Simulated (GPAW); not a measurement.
**BN (P6_3mc): refractive index against wavelength**

The refractive index of BN (P6_3mc) along x below the direct gap (8.32 eV on the mesh) is read from one computed spectrum, n = √(Re ε). x, y and z are the Cartesian axes of the input cell.

Cell: a, b, c = 2.536, 2.536, 4.199 Å (primitive vectors), 4 atoms.

Method: GPAW 26.7.0, PBE, RPA, k-mesh 18×18×9, local fields up to 60 eV, Lorentzian half width 0.2 eV.

Launch of the response step: `OMP_NUM_THREADS=1 python df.py`. The run took 3.7 min, its band step included, on 1 thread of Arm Neoverse N1, with other jobs on the host.

```
wavelength (nm)  photon energy E (eV)       n
            532                 2.331  2.1413
            450                 2.755  2.1531
            405                 3.061  2.1630
            365                 3.397  2.1755
            308                 4.025  2.2035
            266                 4.661       ?
            248                 4.999  2.2617
```

In the single-oscillator model n² − 1 = E₀E_d/(E₀² − E²), so 1/(n² − 1) = E₀/E_d − E²/(E₀E_d) is linear in E².

Working, on the rows shown:

| x = E² (eV²) | y = 1/(n² − 1) |
| --- | --- |
| 5.43137 | 0.278927 |
| 7.59115 | 0.27504 |
| 9.37179 | 0.271845 |
| 11.5384 | 0.267895 |
| 16.2043 | 0.259376 |
| 24.9936 | 0.242996 |

Means: x̄ = 12.522, ȳ = 0.26601. Σ(x − x̄)(y − ȳ) = -0.4678, Σ(x − x̄)² = 254.6. Slope = -0.4678 / 254.6 = -0.001838; intercept = ȳ − slope · x̄ = 0.28902. Turned back into n, the line misses the rows shown by at most 0.00044.

What does the fit predict for the withheld row, and how well does it do?

At x = 21.725 the line gives y = 0.2491, that is 2.2393. The run gave 2.2392, so the interpolation is off by 9.2e-05, 0.1 % of the range in the table.

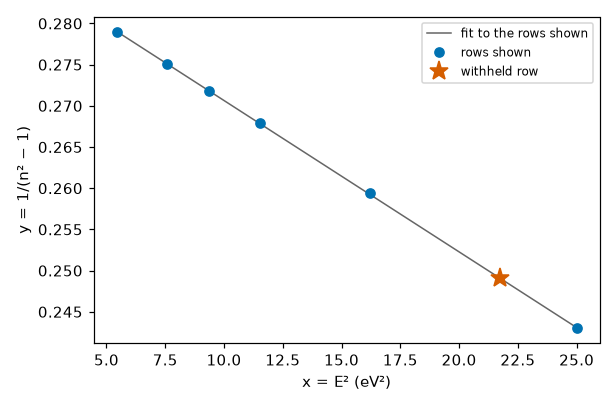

Refitted with all rows, the slope is -0.001837 and the intercept 0.28902. These give E₀ = √(intercept/−slope) = 12.54 eV and E_d = E₀/intercept = 43.4 eV; E₀ is 1.5 times the direct gap. The electronic limit at long wavelengths, without lattice vibrations, is n = √(1 + 1/intercept) = 2.112. The cell comes from an older database entry, whose edges can be off by a per cent or so. Excitons are left out; PBE gaps are as a rule too small. The values come from a sum over the points of one k-mesh and carry its error, which grows as the direct gap shrinks.

[Logs are printed without paths, hosts, clocks, repeated set-up lines and the standing remarks that a program may print on its own settings, such as how far it seeks lower states.]
